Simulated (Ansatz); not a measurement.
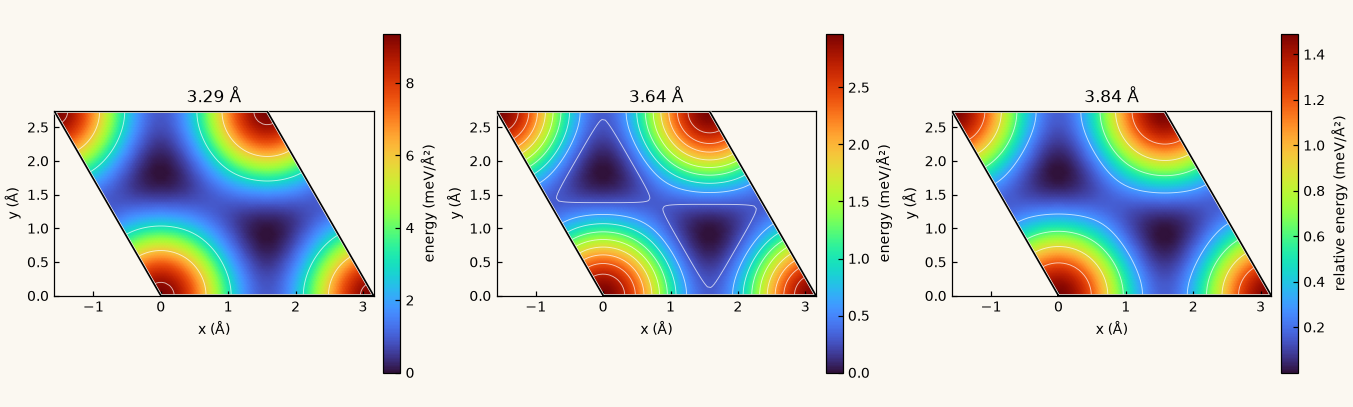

Three maps of one series, each from its own lowest grid point and on its own colour scale; the layer distance changes from map to map. A bilayer of two WS₂ sheets (1H type) (6 atoms in the cell). 
- The upper layer of a bilayer is slid over the lower one; relaxed at each slide: nothing; the origin of the map has S4 above S3.
- Places are given modulo a cell vector. The map is drawn in real space over the plane of the slide.
- The scan uses a 6 × 6 grid.
- Energies are in meV/Å², from the lowest grid point.
- At a held distance the lowest stacking need not be the one that binds best once the distance relaxes.
- Method: Ansatz 0.2.0, DFT PBE+D3(BJ), scalar-relativistic, plane waves, PAW. Settings: cutoff 420 eV, k-mesh 9×9×1, gaussian smearing 0.05 eV, no spin polarisation.

In the figure: a smooth colour map with a few white contour lines, the outline of one cell of the plane. Between grid points the surface is interpolated.

The span runs from the lowest to the highest grid point; passes are read from the interpolated surfaces.

| layer distance | lowest grid point | span (meV/Å²) | easiest pass (meV/Å²) |
| --- | --- | --- | --- |
| 3.29 Å | S above W of a deeper plane | 9.3 | 0.93 |
| 3.64 Å | S above W of a deeper plane | 3.0 | 0.31 |
| 3.84 Å | S above W of a deeper plane | 1.5 | 0.16 |

One more map of the series was computed, for the layer distance 3.24 Å. What do you expect for it?

A straight line of ln(span) against the layer distance through the 3 maps has the slope −3.3 per Å (a decay length of 0.30 Å) and gives 11.1 meV/Å² at 3.24 Å. The computed span is 11 meV/Å², below the fit by 1 %. The lowest grid point is S above W of a deeper plane, as for 3.29 Å, 3.64 Å and 3.84 Å. The easiest pass out of the lowest well is about 1.1 meV/Å².

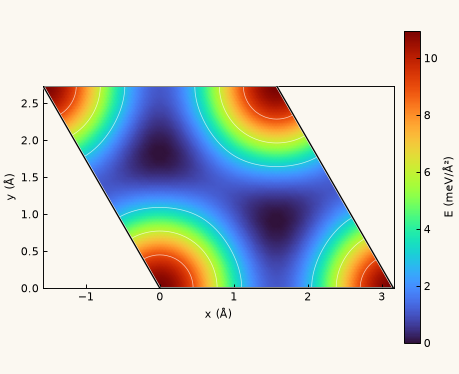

The map for 3.24 Å.

PAW datasets: the set soft_1.
